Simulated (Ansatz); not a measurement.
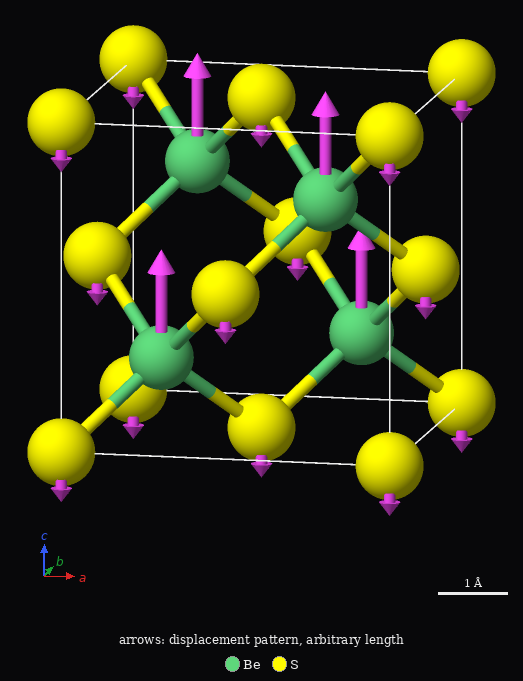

One vibrational mode of a crystal of BeS (a generated structure) at the zone centre. The pink arrows give the relative displacements of the atoms. A ball-and-stick model of the conventional cell (4 times the calculation's cell), seen slightly off an axis. Lengths and directions refer to the drawn axes.

These are results of DFT PBE, scalar-relativistic, plane waves, PAW (Ansatz 0.2.0), not measurements. (plane-wave cutoff 420 eV; k-point mesh 8 × 8 × 8; occupations fixed; no spin polarisation)

Frequencies are those without the non-analytic (LO–TO) term.

Q: Describe the mode and give its frequency.

A: This is the T₂ mode (triply degenerate; one member of the set is drawn) at 558 cm⁻¹, the only optical level, infrared- and Raman-active by symmetry. The Be sublattice moves against the S sublattice, along c; the kinetic energy is shared as Be 78 %, S 22 %. Its infrared intensity is 26 (D/Å)²/amu for the set. The value is the transverse one; the longitudinal partner lies at 657 cm⁻¹.
